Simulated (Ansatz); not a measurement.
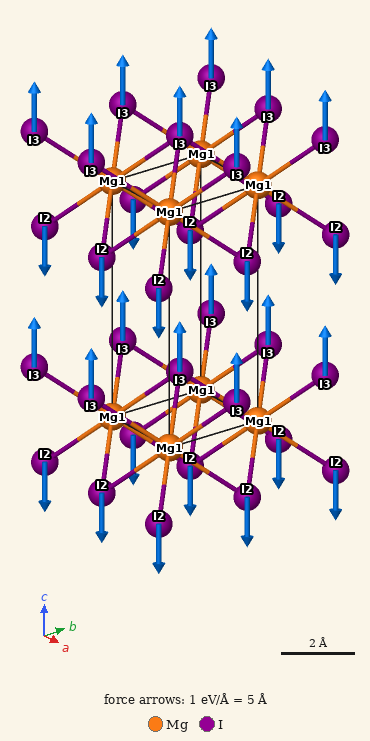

A changed version of a crystal of MgI₂ (set up in P-3m1), with the computed forces as blue arrows. Besides, all lengths are scaled by −2.0 % (volume −6.0 %). A ball-and-stick model of the cell of the calculation, seen slightly off an axis.

Method: DFT, PBEsol, PAW with Ansatz's default frozen-core files, scalar-relativistic (Ansatz 0.2.0). Settings: plane-wave cutoff 420 eV; k-point mesh 7 × 7 × 4; occupations fermi dirac; smearing width 0.03 eV; no spin polarisation.

> How do the forces relate to the distortion?

The atoms keep their fractional coordinates. No relaxation follows. The energy rises by 10.4 meV per atom. The pressure goes from −0.2 to 1.9 GPa. The principal stresses (compression positive) are 2.1 GPa along c and 1.8 GPa across it. The largest forces, 0.29 eV/Å, act on I2 and I3; on I3 it points along +c. Among the bonded contacts that change: I–Mg 2.918 → 2.859 Å. The space group stays P-3m1 (No. 164).

Limits of the set-up: layers or molecules are held without a dispersion correction, so their spacing is unreliable.
